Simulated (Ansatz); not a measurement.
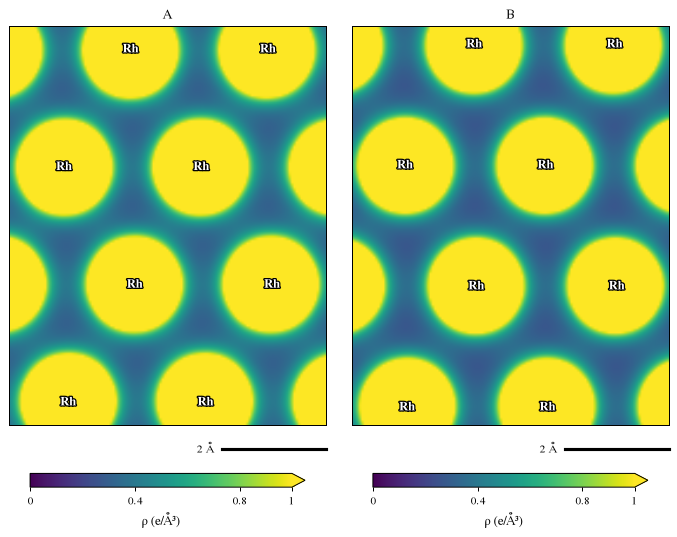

Rh. The valence charge density (pseudo) of two cells that differ in size and shape, on the (111) plane of each (indices in the axes of the calculation cell), at one length scale and on one colour scale: B has 14.0 Å³ an atom and A 12.9.

Space group I4/mmm; computed without spin polarisation.

These are results of DFT PBEsol, scalar-relativistic, plane waves, PAW in Ansatz, not measurements.

The larger cell:

```cif
data_structure
_symmetry_space_group_name_H-M 'P 1'
_symmetry_Int_Tables_number 1
_cell_length_a 2.7094
_cell_length_b 2.7094
_cell_length_c 2.6892
_cell_angle_alpha 60.247
_cell_angle_beta 60.247
_cell_angle_gamma 59.506
_cell_volume 13.96
loop_
_atom_site_label
_atom_site_type_symbol
_atom_site_fract_x
_atom_site_fract_y
_atom_site_fract_z
_atom_site_occupancy
Rh1 Rh 0.00000 0.00000 0.00000 1
```

The smaller cell: a = 2.649 Å, b = 2.649 Å, c = 2.609 Å, α = 60.51°, β = 60.51°, γ = 58.99°.

What changes from the larger cell to the smaller?

From the larger cell to the smaller, Rh–Rh goes from 2.69 to 2.61 Å, and the density at its midpoint from 0.37 to 0.43 e/Å³; the pressure goes from −9 to 14 GPa.
